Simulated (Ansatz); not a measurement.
**H4C19 (slab): density, localisation and related maps**

```yaml
crystal:
  lattice:
    - [7.39800, 0.00000, 0.00000]
    - [-3.69900, 6.40686, 0.00000]
    - [0.00000, 0.00000, 12.00000]
  atoms:
    - { symbol: C, position: [0.99844, 0.99873, 0.06112] }
    - { symbol: C, position: [0.22037, 0.10970, 0.06087] }
    - { symbol: C, position: [0.99775, 0.33233, 0.06092] }
    - { symbol: C, position: [0.22104, 0.44397, 0.06101] }
    - { symbol: C, position: [0.99868, 0.66631, 0.06087] }
    - { symbol: C, position: [0.22013, 0.77707, 0.06096] }
    - { symbol: C, position: [0.33110, 0.99898, 0.06064] }
    - { symbol: C, position: [0.55441, 0.11067, 0.06015] }
    - { symbol: C, position: [0.33203, 0.33300, 0.06070] }
    - { symbol: C, position: [0.55345, 0.44370, 0.06022] }
    - { symbol: C, position: [0.33178, 0.66539, 0.06097] }
    - { symbol: C, position: [0.55369, 0.77636, 0.06094] }
    - { symbol: C, position: [0.66532, 0.99965, 0.06075] }
    - { symbol: C, position: [0.88678, 0.11040, 0.06100] }
    - { symbol: C, position: [0.66509, 0.33205, 0.05983] }
    - { symbol: C, position: [0.88702, 0.44303, 0.06046] }
    - { symbol: C, position: [0.66438, 0.66564, 0.06076] }
    - { symbol: C, position: [0.88772, 0.77731, 0.06096] }
    - { symbol: C, position: [0.60486, 0.29712, 0.34415] }
    - { symbol: H, position: [0.65374, 0.45637, 0.31685] }
    - { symbol: H, position: [0.45393, 0.18868, 0.30637] }
    - { symbol: H, position: [0.72128, 0.25565, 0.31776] }
    - { symbol: H, position: [0.59048, 0.28777, 0.43507] }
```

The calculation used DFT PBE-D3(BJ), scalar-relativistic, plane waves, PAW in Ansatz.

In a PAW calculation such maps are meaningful between the atoms, not at the nuclei.

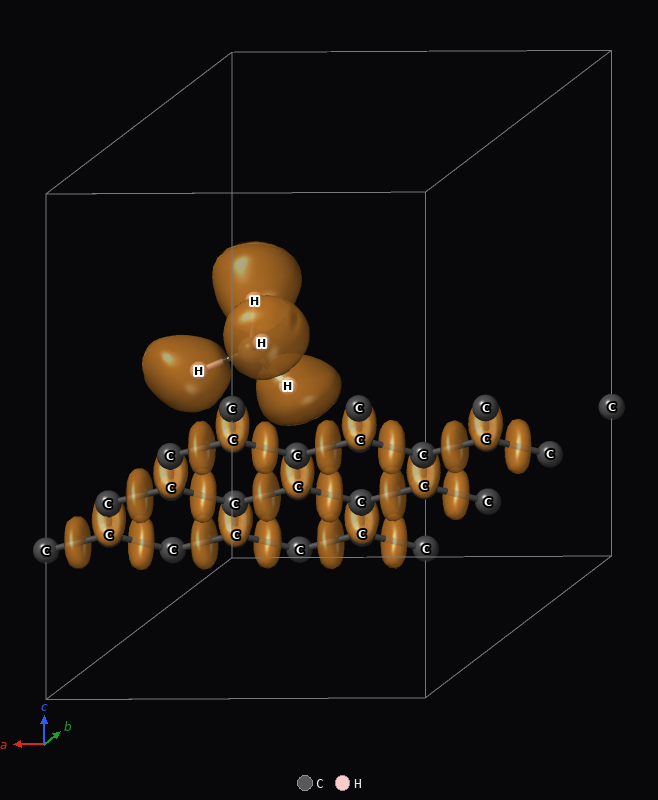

Figure 1. Isosurface of the ELF at 0.85 (orange), seen at an oblique angle. Only the valence region is drawn (cores and ρ < 0.01 e/Å³ removed). Sticks mark near contacts.

Q: What do the ELF domains correspond to?

A: The ELF exceeds this value in 27 regions between bonded C–C atoms (shared pairs) and four regions around hydrogen nuclei, counted in one cell of 23 atoms. Counts are for one cell; the picture repeats the cell along the surface. Profiles from the grid: C–H (1.10 Å): the ELF climbs to about 1 towards the hydrogen, as it does in any bond to H; an ordinary covalent bond to hydrogen. C–C (1.42 Å): the ELF peaks at about 0.95 between the atoms: a covalent bond.

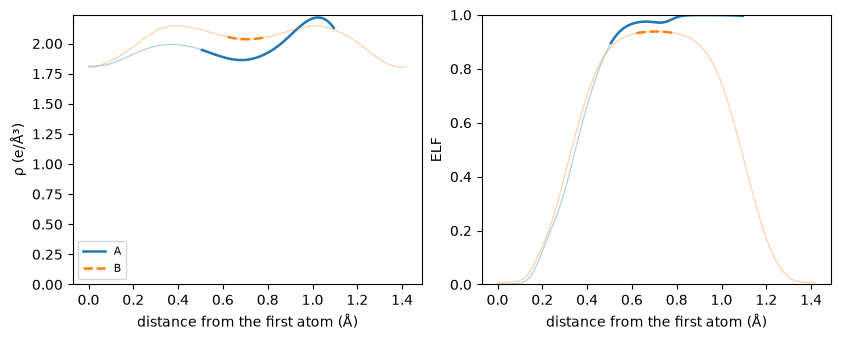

Figure 2. Valence charge density (pseudo) and ELF along straight lines between neighbouring atoms. Thin, pale parts lie inside the atomic spheres.

Q: Which curve belongs to which contact (C–C and C–H)? The first atom named is at distance zero.

A: Curve A: C–H (1.10 Å): ρ at the midpoint is about 1.9 e/Å³; the ELF climbs to about 1 towards the hydrogen: an ordinary covalent bond to hydrogen. Curve B: C–C (1.42 Å): ρ at the midpoint is about 2 e/Å³; the ELF peaks at about 0.95 between the atoms, as expected for localised, covalent bonding.
